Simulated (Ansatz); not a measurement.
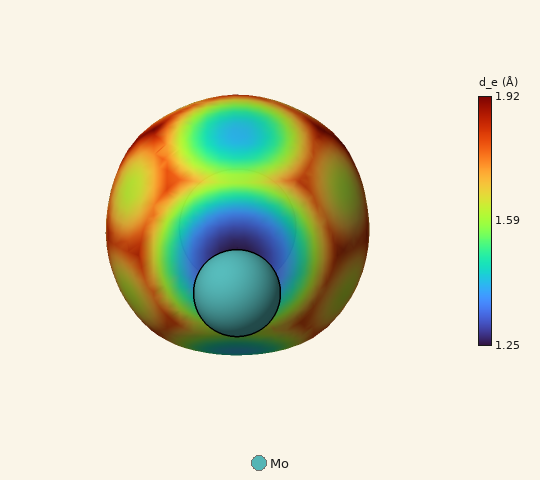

Hirshfeld surface computed for one Mo atom in SiMo₃ (Pm-3n, No. 223), coloured by d_e. Dashed lines lead to the closest neighbours outside.

The surface is where the fragment's share of the procrystal density (the sum of the densities of spherically averaged neutral Hartree-Fock atoms) equals one half. d_i and d_e are the distances from the surface to the nearest nucleus inside and outside. From Rb on the atoms have core potentials, so only their outer electrons count.

Source of the atomic positions: the end point of a relaxation with Ansatz 0.2.0, DFT PBE, scalar-relativistic, plane waves, PAW.

```cif
data_structure
_symmetry_space_group_name_H-M 'P 1'
_symmetry_Int_Tables_number 1
_cell_length_a 4.9065
_cell_length_b 4.9065
_cell_length_c 4.9065
_cell_angle_alpha 90.000
_cell_angle_beta 90.000
_cell_angle_gamma 90.000
_cell_volume 118.11
loop_
_atom_site_label
_atom_site_type_symbol
_atom_site_fract_x
_atom_site_fract_y
_atom_site_fract_z
_atom_site_occupancy
Si1 Si 0.50000 0.50000 0.50000 1
Si2 Si 0.00000 0.00000 0.00000 1
Mo1 Mo 0.00000 0.50000 0.25000 1
Mo2 Mo 0.00000 0.50000 0.75000 1
Mo3 Mo 0.50000 0.75000 0.00000 1
Mo4 Mo 0.50000 0.25000 0.00000 1
Mo5 Mo 0.75000 0.00000 0.50000 1
Mo6 Mo 0.25000 0.00000 0.50000 1
```

### What is the shortest distance from the fragment to an atom outside it?

Mo–Mo, 2.45 Å.

### How is the surface shared among contacts (nearest atom inside ··· nearest atom outside)?

Mo···Mo 64 %, Mo···Si 36 %. The surface faces 14 neighbours with more than 2 % of its area each: 10 Mo + 4 Si.

### Give the size and shape of the surface.

It encloses about 10.6 Å³, has an area of about 24 Å² and a globularity of 1.00 (1 for a sphere).
